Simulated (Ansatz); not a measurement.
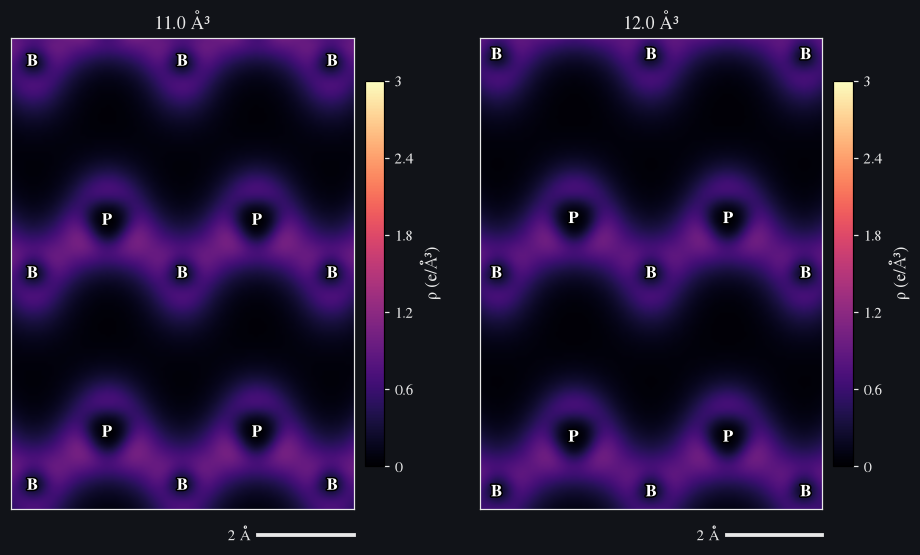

BP. The valence electron density of cells scaled evenly to different volumes (given per atom above each panel), on the (11̄0) plane of each (indices in the axes of the cell below), at one length scale and on one colour scale.

All numbers below come from DFT r2SCAN, scalar-relativistic, plane waves, PAW in Ansatz 0.2.0.

In a PAW calculation such maps are meaningful between the atoms, not at the nuclei.

The largest cell:

```
B P
1.0
     0.00000    2.29073    2.29073
     2.29073    0.00000    2.29073
     2.29073    2.29073    0.00000
B P
1 1
Cartesian
  0.0000 0.0000 0.0000
  1.1454 1.1454 1.1454
```

| volume (Å³/atom) | B–P contact in the plane (Å) | ρ at its midpoint (e/Å³) | pressure (GPa) | gap on the mesh (eV) | 
| --- | --- | --- | --- | --- |
| 10.97 | 1.924 | 0.968 | 11.8 | 1.33 | 
| 11.67 | 1.964 | ? | ? | ? | 
| 12.02 | 1.984 | 0.888 | −4.7 | 1.45 | 

**Estimate the missing row, and compare with the calculation.**

Over the known rows ln ρ falls by 1.44 per Å of B–P distance (the line through the two), which gives 0.914 e/Å³ at 1.964 Å; the calculation gives 0.914 e/Å³. For the pressure, a straight line in volume between the neighbouring rows gives 0.8 GPa; the calculation gives 0.0, lower because pressure rises ever faster on compression. For the gap on the mesh, a straight line in volume between the neighbouring rows gives 1.41 eV; the calculation gives 1.41.
